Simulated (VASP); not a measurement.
# Run report: TaSi₂, geometry relaxation (part 4 of 4)

TaSi₂ (P6₄22, 9 atoms in the cell); Kohn-Sham DFT of a periodic cell, PBEsol, VASP PAW PBE potentials, recommended, no spin polarisation (VASP 6.6.1); cutoff 600 eV, 9×9×6 k-mesh, Gaussian smearing of 0.1 eV. The structure derives from an entry of the Crystallography Open Database.

Geometry of the input (Å; fractional positions):
```
4.7839  0.0000  0.0000
-2.3920  4.1430  0.0000
0.0000  0.0000  6.5700
Ta 0.5000  0.0000  0.0000
Ta 0.5000  0.5000  0.6667
Ta -0.0000  0.5000  0.3333
Si 0.1590  0.3179  0.0000
Si 0.8410  0.1590  0.6667
Si 0.6821  0.8410  0.3333
Si 0.8410  0.6821  0.0000
Si 0.1590  0.8410  0.6667
Si 0.3179  0.1590  0.3333
```

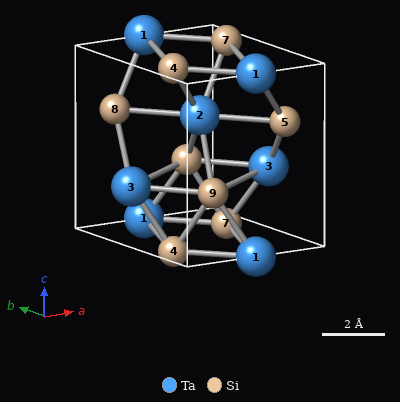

The input geometry (ball-and-stick view of the cell of the calculation, seen at an oblique angle; atoms are numbered from 1 in the order of the input). An atom can appear more than once, as a periodic image.

## Results in brief

- outcome: converged
- space group (tolerance 0.01 Å): P6₄22 (181)
- electrons treated: 57
- free energy: −77.3494 eV
- gap on the k-point mesh: none (metallic)
- pressure: 0.00 GPa
- final volume: 128.90 Å³
- largest force (length of the vector) at the end: under 0.001 eV/Å
- final cell: a = 4.763 Å, b = 4.763 Å, c = 6.561 Å, α = 90.00°, β = 90.00°, γ = 120.00°
- hardware: 1 thread of Intel Xeon (Granite Rapids), 64 GiB of memory available, shared host
- wall time: 11 min
- peak memory: 0.43 GiB

## Remarks

Spin–orbit coupling is left out, which matters for Ta.
